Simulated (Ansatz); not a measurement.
```yaml
crystal:
  lattice:
    - [2.71873, 0.00000, 0.00000]
    - [-1.35936, 2.35449, 0.00000]
    - [0.00000, 0.00000, 8.89347]
  atoms:
    - { symbol: Ir, position: [0.00000, 0.00000, 0.00000] }
    - { symbol: Ir, position: [0.00000, 0.00000, 0.50000] }
    - { symbol: Ir, position: [0.33333, 0.66667, 0.25000] }
    - { symbol: Ir, position: [0.66667, 0.33333, 0.75000] }
```

Space group P6₃/mmc; set up as Ir, dhcp; a generated structure, not necessarily the stable one; the program warned that a starting moment wasn't kept; spin-polarised, but the moments vanished.

All numbers below come from DFT, m-r2SCAN, plane waves (500 eV) with PAW, scalar-relativistic in Ansatz 0.2.0.

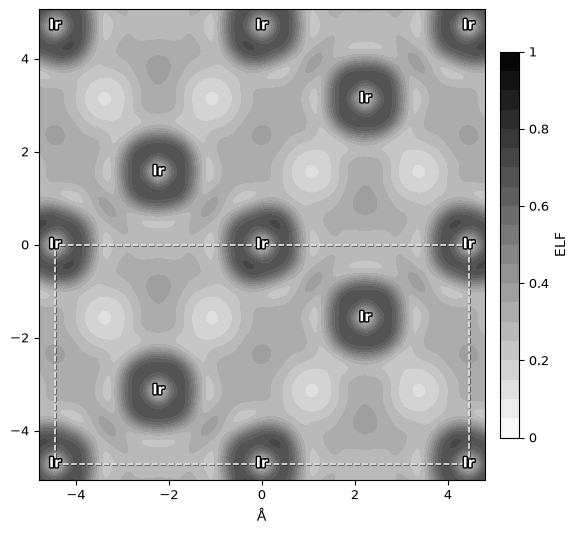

Ir. ELF on the (110) plane of the conventional cell.

> Read the bonding off the picture.

The section cuts through Ir sites. Ir–Ir (2.72 Å): the ELF is about 0.35 at the midpoint (no shared electron pair shows on this line). The features right at Ir lie inside the PAW spheres, where the map follows smoothed inner orbitals and isn't to be read closely.

> Does the calculation make it a metal, or give it a gap?

It is metallic or semimetallic at this level of theory: no gap opens.
